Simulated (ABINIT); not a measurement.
# ZrC: dielectric calculation (part 3 of 3)

Continued. System: ZrC (F-43m, 2 atoms in the cell). Method: Kohn-Sham DFT of a periodic cell, LDA-PZ, PseudoDojo NC SR LDA v0.4.1 standard, no spin polarisation (ABINIT 10.8.3); cutoff 843.55 eV, 8×8×8 k-mesh, fixed occupations. The structure was built on a prototype by a generator; it need not be a known phase. The geometry was changed: volume scaled by 1.04.

Geometry of the input (Å; fractional positions):
```
0.0000  2.5790  2.5790
2.5790  0.0000  2.5790
2.5790  2.5790  0.0000
Zr 0.5000  0.5000  0.5000
C  0.7500  0.7500  0.7500
```

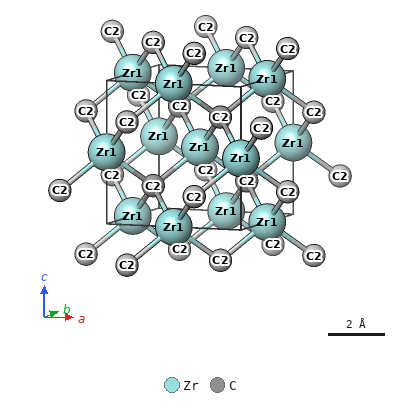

Figure 1. The structure as given in the input (ball-and-stick view of the cell 4 times as large as that of the calculation, set on its symmetry axes, seen slightly off an axis; neighbours outside the cell are drawn fainter; atoms are numbered from 1 in the order of the input). An atom can appear more than once, as a periodic image.

## The program's output, continued
```
--------------------------------------------------------------------------------
 Perturbation wavevector (in red.coord.)   0.000000  0.000000  0.000000
 Perturbation : derivative vs k along direction   3
 The set of symmetries contains only one element for this perturbation.
 symkpt : not enough symmetry to change the number of k points.

--------------------------------------------------------------------------------

--------------------------------------------------------------------------------

 Initialisation of the first-order wave-functions :
  ireadwf=   0

--- !BeginCycle
iteration_state: {dtset: 2, }
solver: {iscf: -3, nstep: 80, nline: 4, wfoptalg: 0, }
tolerances: {tolwfr: 1.00E-18, }
...

     iter   2DEtotal(Ha)        deltaE(Ha) residm    vres2
-ETOT  1  -19.375385513295     -1.938E+01 5.421E-01 0.000E+00
 ETOT  2  -19.748036683502     -3.727E-01 1.577E-01 0.000E+00
 ETOT  3  -19.790471870682     -4.244E-02 1.437E-02 0.000E+00
 ETOT  4  -19.799227063854     -8.755E-03 7.486E-03 0.000E+00
 ETOT  5  -19.801516099865     -2.289E-03 8.514E-04 0.000E+00
 ETOT  6  -19.802183736872     -6.676E-04 4.981E-04 0.000E+00
 ETOT  7  -19.802396515211     -2.128E-04 1.593E-04 0.000E+00
 ETOT  8  -19.802470222792     -7.371E-05 1.054E-04 0.000E+00
 ETOT  9  -19.802498083613     -2.786E-05 3.122E-05 0.000E+00
 ETOT 10  -19.802509523806     -1.144E-05 2.900E-05 0.000E+00
 ETOT 11  -19.802514574770     -5.051E-06 8.321E-06 0.000E+00
 ETOT 12  -19.802516933216     -2.358E-06 8.016E-06 0.000E+00
 ETOT 13  -19.802518080098     -1.147E-06 2.246E-06 0.000E+00
 ETOT 14  -19.802518653132     -5.730E-07 2.222E-06 0.000E+00
 ETOT 15  -19.802518944704     -2.916E-07 6.113E-07 0.000E+00
 ETOT 16  -19.802519094784     -1.501E-07 6.170E-07 0.000E+00
 ETOT 17  -19.802519172648     -7.786E-08 1.677E-07 0.000E+00
 ETOT 18  -19.802519213250     -4.060E-08 1.716E-07 0.000E+00
 ETOT 19  -19.802519234501     -2.125E-08 4.627E-08 0.000E+00
 ETOT 20  -19.802519245652     -1.115E-08 4.783E-08 0.000E+00
 ETOT 21  -19.802519251515     -5.863E-09 1.283E-08 0.000E+00
 ETOT 22  -19.802519254603     -3.087E-09 1.335E-08 0.000E+00
 ETOT 23  -19.802519256230     -1.628E-09 3.574E-09 0.000E+00
 ETOT 24  -19.802519257089     -8.590E-10 3.730E-09 0.000E+00
 ETOT 25  -19.802519257543     -4.537E-10 9.984E-10 0.000E+00
 ETOT 26  -19.802519257783     -2.397E-10 1.043E-09 0.000E+00
 ETOT 27  -19.802519257910     -1.268E-10 2.795E-10 0.000E+00
 ETOT 28  -19.802519257977     -6.706E-11 2.922E-10 0.000E+00
 ETOT 29  -19.802519258012     -3.563E-11 7.841E-11 0.000E+00
 ETOT 30  -19.802519258031     -1.877E-11 8.191E-11 0.000E+00
 ETOT 31  -19.802519258041     -9.969E-12 2.202E-11 0.000E+00
 ETOT 32  -19.802519258046     -5.240E-12 2.298E-11 0.000E+00
 ETOT 33  -19.802519258049     -2.785E-12 6.190E-12 0.000E+00
 ETOT 34  -19.802519258051     -1.521E-12 6.450E-12 0.000E+00
 ETOT 35  -19.802519258051     -7.851E-13 1.741E-12 0.000E+00
 ETOT 36  -19.802519258052     -4.015E-13 1.811E-12 0.000E+00
 ETOT 37  -19.802519258052     -1.954E-13 4.900E-13 0.000E+00
 ETOT 38  -19.802519258052     -1.457E-13 5.089E-13 0.000E+00
 ETOT 39  -19.802519258052     -4.619E-14 1.379E-13 0.000E+00
 ETOT 40  -19.802519258052     -4.263E-14 1.431E-13 0.000E+00
 ETOT 41  -19.802519258052     -2.132E-14 3.884E-14 0.000E+00
 ETOT 42  -19.802519258052     -1.066E-14 4.022E-14 0.000E+00
 ETOT 43  -19.802519258052      3.553E-15 1.094E-14 0.000E+00
 ETOT 44  -19.802519258052     -7.105E-15 1.131E-14 0.000E+00
 ETOT 45  -19.802519258052      1.066E-14 3.080E-15 0.000E+00
 ETOT 46  -19.802519258052     -7.105E-15 3.182E-15 0.000E+00
 ETOT 47  -19.802519258052     -2.842E-14 8.675E-16 0.000E+00
 ETOT 48  -19.802519258052      1.066E-14 8.954E-16 0.000E+00
 ETOT 49  -19.802519258052      0.000E+00 2.444E-16 0.000E+00
 ETOT 50  -19.802519258052      2.487E-14 2.520E-16 0.000E+00
 ETOT 51  -19.802519258052     -7.105E-15 6.883E-17 0.000E+00
 ETOT 52  -19.802519258052     -2.487E-14 7.093E-17 0.000E+00
 ETOT 53  -19.802519258052      3.197E-14 1.939E-17 0.000E+00
 ETOT 54  -19.802519258052     -1.066E-14 1.997E-17 0.000E+00
 ETOT 55  -19.802519258052      1.066E-14 5.461E-18 0.000E+00
 ETOT 56  -19.802519258052     -1.066E-14 5.621E-18 0.000E+00
 ETOT 57  -19.802519258052      3.553E-15 1.538E-18 0.000E+00
 ETOT 58  -19.802519258052      0.000E+00 1.583E-18 0.000E+00
 ETOT 59  -19.802519258052      1.421E-14 9.993E-19 0.000E+00

 At SCF step   59   max residual=  9.99E-19 < tolwfr=  1.00E-18 =>converged.
================================================================================

 ----iterations are completed or convergence reached----

 Mean square residual over all n,k,spin=   62.045E-20; max=  99.933E-20
 dfpt_looppert : ek2=    3.9890057064E+01
          f-sum rule ratio=    9.9552961160E-01
 Expectation of eigenvalue derivatives (hartree) for nkpt= 260  k points:
  (in case of degenerate eigenvalues, averaged derivative)
 kpt#   1, nband=  8, wtk=  0.00195, kpt=  0.0000  0.0000  0.0000 (reduced coord)
  -0.00000   -0.00000   -0.00000   -0.00000   -0.00000    0.00000    0.00000    0.00000
 prteigrs : prtvol=0 or 1, do not print more k-points.

 2DEtotal=   -0.1980251926E+02 Ha. Also 2DEtotal=   -0.538854000174E+03 eV
    (  non-var. 2DEtotal :   -1.9802519254E+01 Ha)
================================================================================

 ---- first-order wavefunction calculations are completed ----

 Total localisation tensor (bohr^2) in cartesian coordinates
  WARNING : still subject to testing - especially symmetries.
      direction              matrix element
   alpha     beta       real part   imaginary part
     1        1       2.1077116313    0.0000000000
     1        2       1.0538558157    0.0000000000
     1        3       1.0538558156    0.0000000000
     2        1       1.0538558157    0.0000000000
     2        2       2.1077116315    0.0000000000
     2        3       1.0538558158   -0.0000000000
     3        1       1.0538558156    0.0000000000
     3        2       1.0538558158   -0.0000000000
     3        3       2.1077116314    0.0000000000

 respfn : d/dk was computed, but no 2DTE, so no DDB output.

================================================================================
== DATASET  3 ==================================================================

--- !DatasetInfo
iteration_state: {dtset: 3, }
dimensions: {natom: 2, nkpt: 260, mband: 8, nsppol: 1, nspinor: 1, nspden: 1, mpw: 1926, }
cutoff_energies: {ecut:  31.0, pawecutdg:  -1.0, }
electrons: {nelect:   1.60000000E+01, charge:   0.00000000E+00, occopt:   1.00000000E+00, tsmear:   1.00000000E-02, }
meta: {optdriver: 1, rfelfd: 3, }
...

 mkfilename : getwfk/=0, take file _WFK from output of DATASET   1.

 mkfilename : getddk/=0, take file _1WF from output of DATASET   2.

 Exchange-correlation functional for the present dataset will be:
  LDA: Perdew-Zunger-Ceperley-Alder - ixc=2
  J.P.Perdew and A.Zunger, PRB 23, 5048 (1981)

 Real(R)+Recip(G) space primitive vectors, cartesian coordinates (Bohr,Bohr^-1):
 R(1)=  0.0000000  4.8736368  4.8736368  G(1)= -0.1025928  0.1025928  0.1025928
 R(2)=  4.8736368  0.0000000  4.8736368  G(2)=  0.1025928 -0.1025928  0.1025928
 R(3)=  4.8736368  4.8736368  0.0000000  G(3)=  0.1025928  0.1025928 -0.1025928
 Unit cell volume ucvol=  2.3152051E+02 bohr^3
 Angles (23,13,12)=  6.00000000E+01  6.00000000E+01  6.00000000E+01 degrees
 setup1 : take into account q-point for computing boxcut.

 getcut: wavevector=  0.0000  0.0000  0.0000  ngfft=  36  36  36
         ecut(hartree)=     31.000   => boxcut(ratio)=   2.08396
--------------------------------------------------------------------------------

 ==>  initialize data related to q vector <==

 The list of irreducible perturbations for this q vector is:
    1)    idir= 1    ipert=   4

================================================================================

 The perturbation idir=   2  ipert=   4 is
 symmetric of a previously calculated perturbation.
 So, its SCF calculation is not needed.

 The perturbation idir=   3  ipert=   4 is
 symmetric of a previously calculated perturbation.
 So, its SCF calculation is not needed.

--------------------------------------------------------------------------------
 Perturbation wavevector (in red.coord.)   0.000000  0.000000  0.000000
 Perturbation : homogeneous electric field along direction   1
 The set of symmetries contains only one element for this perturbation.
 symkpt : not enough symmetry to change the number of k points.

--------------------------------------------------------------------------------

--------------------------------------------------------------------------------

 Initialisation of the first-order wave-functions :
  ireadwf=   0

--- !BeginCycle
iteration_state: {dtset: 3, }
solver: {iscf: 7, nstep: 80, nline: 4, wfoptalg: 0, }
tolerances: {tolvrs: 1.00E-07, }
...

     iter   2DEtotal(Ha)        deltaE(Ha) residm    vres2
-ETOT  1  -389.79833603723     -3.898E+02 2.141E+02 5.634E+04
 ETOT  2  -431.61589122613     -4.182E+01 2.241E+01 2.219E+03
 ETOT  3  -435.95709302347     -4.341E+00 3.697E+00 3.097E+02
 ETOT  4  -437.01311234079     -1.056E+00 2.737E+00 1.158E+02
 ETOT  5  -437.41248857874     -3.994E-01 6.084E-01 4.412E+00
 ETOT  6  -437.55063193382     -1.381E-01 3.590E-01 6.495E-01
 ETOT  7  -437.60955566220     -5.892E-02 1.295E-01 3.049E-01
 ETOT  8  -437.63670827561     -2.715E-02 7.416E-02 5.105E-02
 ETOT  9  -437.64970263095     -1.299E-02 3.213E-02 5.463E-04
 ETOT 10  -437.65608375598     -6.381E-03 1.914E-02 2.244E-02
 ETOT 11  -437.65930131376     -3.218E-03 8.407E-03 3.666E-03
 ETOT 12  -437.66092462068     -1.623E-03 5.049E-03 5.398E-03
 ETOT 13  -437.66175749586     -8.329E-04 2.260E-03 7.296E-03
 ETOT 14  -437.66218481554     -4.273E-04 1.337E-03 1.202E-03
 ETOT 15  -437.66240377916     -2.190E-04 6.021E-04 1.361E-03
 ETOT 16  -437.66251784031     -1.141E-04 3.629E-04 9.716E-05
 ETOT 17  -437.66257677048     -5.893E-05 1.648E-04 3.517E-05
 ETOT 18  -437.66260727169     -3.050E-05 9.795E-05 6.170E-05
 ETOT 19  -437.66262311326     -1.584E-05 4.530E-05 1.625E-04
 ETOT 20  -437.66263133672     -8.223E-06 2.648E-05 1.541E-04
 ETOT 21  -437.66263564260     -4.306E-06 1.240E-05 9.233E-05
 ETOT 22  -437.66263788532     -2.243E-06 7.125E-06 9.620E-06
 ETOT 23  -437.66263904332     -1.158E-06 3.390E-06 1.467E-06
 ETOT 24  -437.66263964524     -6.019E-07 1.936E-06 8.609E-08

 At SCF step   24       vres2   =  8.61E-08 < tolvrs=  1.00E-07 =>converged.
-open ddk wf file :runo_DS2_1WF7
-open ddk wf file :runo_DS2_1WF8
-open ddk wf file :runo_DS2_1WF9
================================================================================

 ----iterations are completed or convergence reached----

 Mean square residual over all n,k,spin=   63.851E-10; max=  19.359E-07

 2DEtotal=   -0.4376626396E+03 Ha. Also 2DEtotal=   -0.119094071328E+05 eV
    (  non-var. 2DEtotal :   -4.3766039725E+02 Ha)
================================================================================

 ---- first-order wavefunction calculations are completed ----

 ==> Compute Derivative Database <==
 The violation of the charge neutrality conditions
 by the effective charges is as follows :
    atom        electric field
 displacement     direction
       1               1        0.071418        0.000000
       1               2        0.000000        0.000000
       1               3        0.000000        0.000000
       2               1        0.000000        0.000000
       2               2        0.071418        0.000000
       2               3       -0.000000        0.000000
       3               1       -0.000000        0.000000
       3               2       -0.000000        0.000000
       3               3        0.071418        0.000000

 Effective charge tensors after
 imposition of the charge neutrality (if requested by user),
 and eventual restriction to some part :
   atom    displacement
         1         1    4.036091E+00    1.008527E-15    6.411302E-16
         1         2    1.203487E-16    4.036091E+00   -6.469584E-16
         1         3   -1.203487E-16   -1.008527E-15    4.036091E+00
         2         1   -4.036091E+00   -1.008527E-15   -6.411302E-16
         2         2   -1.203487E-16   -4.036091E+00    6.469584E-16
         2         3    1.203487E-16    1.008527E-15   -4.036091E+00
 Now, the imaginary part of the dynamical matrix is zeroed

  Dielectric tensor, in cartesian coordinates,
     j1       j2             matrix element
  dir pert dir pert     real part    imaginary part

   1    4   1    4        20.0564920507        -0.0000000000

   2    4   2    4        20.0564920507        -0.0000000000

   3    4   3    4        20.0564920507        -0.0000000000

  Effective charges, in cartesian coordinates,
  (from electric field response)
   if specified in the inputs, charge neutrality has been imposed
     j1       j2             matrix element
  dir pert dir pert     real part    imaginary part

   1    1   1    4         4.0360905607         0.0000000000
   1    2   1    4        -4.0360905607         0.0000000000

   2    1   2    4         4.0360905607         0.0000000000
   2    2   2    4        -4.0360905607         0.0000000000

   3    1   3    4         4.0360905607         0.0000000000
   3    2   3    4        -4.0360905607         0.0000000000

== END DATASET(S) ==============================================================
================================================================================

 -outvars: echo values of variables after computation  --------
            acell      6.8923632521E+00  6.8923632521E+00  6.8923632521E+00 Bohr
           etotal1    -5.6723447043E+01
           etotal2    -1.9802519258E+01
           etotal3    -4.3766263965E+02
            fcart1    -0.0000000000E+00 -0.0000000000E+00 -0.0000000000E+00
                      -0.0000000000E+00 -0.0000000000E+00 -0.0000000000E+00
            fcart3     0.0000000000E+00  0.0000000000E+00  0.0000000000E+00
                       0.0000000000E+00  0.0000000000E+00  0.0000000000E+00
            rprim      0.0000000000E+00  7.0710678120E-01  7.0710678120E-01
                       7.0710678120E-01  0.0000000000E+00  7.0710678120E-01
                       7.0710678120E-01  7.0710678120E-01  0.0000000000E+00
           strten1     4.2871775324E-04  4.2871775324E-04  4.2871775324E-04
                       0.0000000000E+00  0.0000000000E+00  0.0000000000E+00
           strten3     0.0000000000E+00  0.0000000000E+00  0.0000000000E+00
                       0.0000000000E+00  0.0000000000E+00  0.0000000000E+00
           xangst      2.5790175239E+00  2.5790175239E+00  2.5790175239E+00
                       3.8685262858E+00  3.8685262858E+00  3.8685262858E+00
             xred      5.0000000000E-01  5.0000000000E-01  5.0000000000E-01
                       7.5000000000E-01  7.5000000000E-01  7.5000000000E-01
 Calculation completed.
```

## File anaddb.abo
```
.Version 10.8.3 of ANADDB
================================================================================

 -outvars_anaddb: echo values of input variables ----------------------

 Flags :
     dieflag         2
 Miscellaneous information :
         asr         2

================================================================================

 read the DDB information and perform some checks

  ==== Info on the Cryst% object ====
 Real(R)+Recip(G) space primitive vectors, cartesian coordinates (Bohr,Bohr^-1):
 R(1)=  0.0000000  4.8736368  4.8736368  G(1)= -0.1025928  0.1025928  0.1025928
 R(2)=  4.8736368  0.0000000  4.8736368  G(2)=  0.1025928 -0.1025928  0.1025928
 R(3)=  4.8736368  4.8736368  0.0000000  G(3)=  0.1025928  0.1025928 -0.1025928
 Unit cell volume ucvol=  2.3152051E+02 bohr^3
 Angles (23,13,12)=  6.00000000E+01  6.00000000E+01  6.00000000E+01 degrees
 Time-reversal symmetry is present
 Reduced atomic positions [iatom, xred, symbol]:
    1)    0.5000000  0.5000000  0.5000000  Zr
    2)    0.7500000  0.7500000  0.7500000   C

 DDB file with 3 blocks has been read.

================================================================================

 Dielectric Tensor and Effective Charges

 anaddb : Zero the imaginary part of the Dynamical Matrix at Gamma,
   and impose the ASR on the effective charges

 The violation of the charge neutrality conditions
 by the effective charges is as follows :
    atom        electric field
 displacement     direction
       1               1        0.071418        0.000000
       1               2       -0.000000        0.000000
       1               3       -0.000000        0.000000
       2               1       -0.000000        0.000000
       2               2        0.071418        0.000000
       2               3        0.000000        0.000000
       3               1        0.000000        0.000000
       3               2        0.000000        0.000000
       3               3        0.071418        0.000000

 Effective charge tensors after
 imposition of the charge neutrality (if requested by user),
 and eventual restriction to some part :
   atom    displacement
         1         1    4.036091E+00    1.621393E-16    1.620783E-16
         1         2    1.621393E-16    4.036091E+00   -1.622004E-16
         1         3   -1.621393E-16   -1.621393E-16    4.036091E+00
         2         1   -4.036091E+00   -1.621393E-16   -1.620783E-16
         2         2   -1.621393E-16   -4.036091E+00    1.622004E-16
         2         3    1.621393E-16    1.621393E-16   -4.036091E+00
 Now, the imaginary part of the dynamical matrix is zeroed

================================================================================

 anaddb : the run completed successfully.
```

## Key numbers

```tsv
quantity	value
outcome	converged
space group (tolerance 0.01 Å)	F-43m (216)
electrons treated	16
free energy	−1543.5236 eV
Fermi energy	7.225 eV
pressure	−12.61 GPa
largest force (length of the vector)	under 0.001 eV/Å
ε∞ (xx, yy, zz)	20.06, 20.06, 20.06
Born charges (mean of the diagonal)	Zr1 (4.04 e); C2 (−4.04 e)
wall time	26 min
peak memory	0.26 GiB
```

## Notes

Points of doubt noted for this run: cutoff too low for stress. The cell is under a tension of 12.6 GPa at this level, so it is not at its equilibrium volume.
